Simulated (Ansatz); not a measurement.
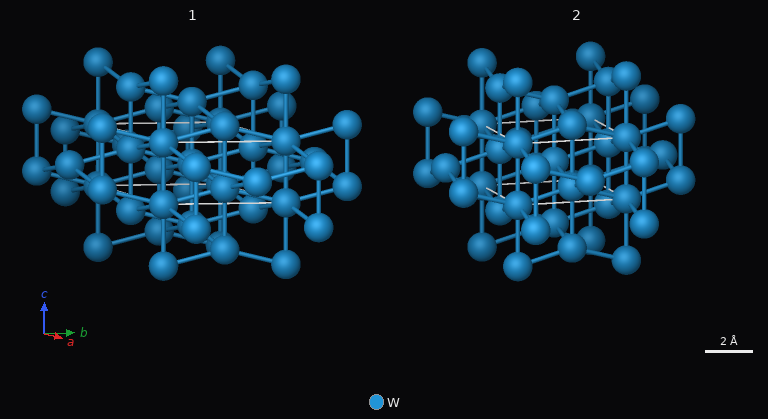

Two geometries of solid W (a generated structure, set up in I4_1/amd), drawn at one scale. One is the start of a relaxation, the other its converged end. The picture is a ball-and-stick view of the conventional cell (2 times the calculation's cell), seen slightly off an axis. Lengths and directions refer to the drawn axes.

All numbers below come from DFT, BLYP, plane waves (420 eV) with PAW, scalar-relativistic in Ansatz 0.2.0. (plane-wave cutoff 420 eV; k-point mesh 13 × 13 × 9; occupations fermi dirac; smearing width 0.1 eV; no spin polarisation; cell and atoms relaxed; force threshold 0.01 eV/Å; at most 60 steps)

Question: Which of the two is the end point?

Answer: Structure 1 is the relaxed one. Phase: beta-Sn type. The atoms keep their places relative to the cell (all moves are under 0.005 Å). The drawn cell changes as follows: a = b 4.958 → 5.328 Å (+7.5 %), c 2.707 → 2.722 Å (+0.6 %), γ 90.0° → 62.1°; the volume changes by +2.6 %. Near-neighbour distances that change, for instance: W–W 3.758 → 3.065 Å, W–W 2.570 → 2.749 Å, W–W 3.205 → 3.357 Å, W–W 2.707 → 2.722 Å. Among the angles between lasting bonds that change: W–W–W 94.0° → 67.8°, W–W–W 94.0° → 120.1°. The space group (tolerance 0.01 Å) goes from I4_1/amd (No. 141) to Fddd (No. 70). The energy falls by 800 meV per atom in 13 accepted moves (16 points after the start). The largest force component goes from 0.00038 to under 0.0001 eV/Å. The pressure goes from 24.63 to −0.01 GPa. The line search rejected the trial step at point 9 of the run. At 2 points the geometry stayed and the basis and grid were re-selected for the new cell (energy shift of 29.3 meV per atom at most each time). Cost: 79 s on 2 threads of Intel(R) Xeon(R) 6975P-C (Granite Rapids), on a shared host, peak memory 0.68 GiB.
